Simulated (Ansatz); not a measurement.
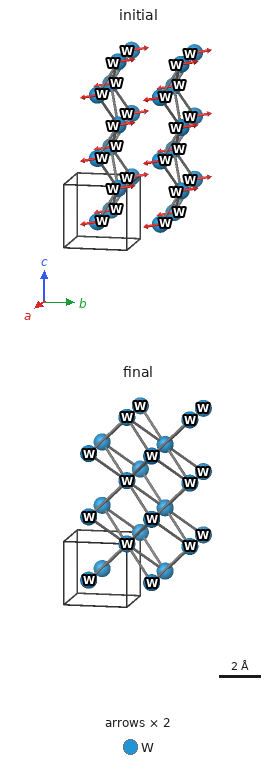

The structure of solid W (set up in P-1) before (top) and after (bottom) a relaxation, at one scale. The red arrows give the displacements, magnified 2 times.

Style: ball-and-stick. Shown: the cell of the calculation, repeated 2 × 2 × 3 with one cell outlined, slightly off an axis.

Case: all atoms moved at random, sigma 0.4 Å for each component; relaxed back.

These are results of DFT r2SCAN, scalar-relativistic, plane waves, PAW in Ansatz, not measurements. Set-up: plane-wave cutoff 500 eV; k-point mesh 10 × 10 × 10; occupations gaussian; smearing width 0.15 eV; no spin polarisation; cell and atoms relaxed; force threshold 0.01 eV/Å; at most 80 steps.

**What changed between the two?**

The largest moves, 0.44 Å, are those of W atoms. The lattice vectors keep their values. Among the contacts that change: W–W 3.465 → 2.744 Å, W–W 2.140 → 2.744 Å, W–W 3.335 → 2.744 Å, W–W 3.284 → 2.744 Å. New bonds form: W–W (3.33 → 2.74 Å), W–W (3.46 → 2.74 Å). Bond angles that change, for instance: W–W–W 142.9° → 109.5°, W–W–W 141.6° → 109.5°, W–W–W 90.0° → 70.5°. The space group (tolerance 0.01 Å) goes from P-1 (No. 2) to Im-3m (No. 229). Over 4 accepted moves (6 points after the start) the energy falls by 4.231 eV per cell of the calculation. Largest force component: 7.7 eV/Å at the start, 0.00041 eV/Å at the end. Pressure: 62.92 GPa at the start and 0.00 GPa at the end. The line search rejected the trial step at point 3 of the run. The SCF was repeated once at an unchanged geometry on a basis and grid sized afresh for the cell, which shifted the energy by less than 0.05 meV per cell of the calculation at most.
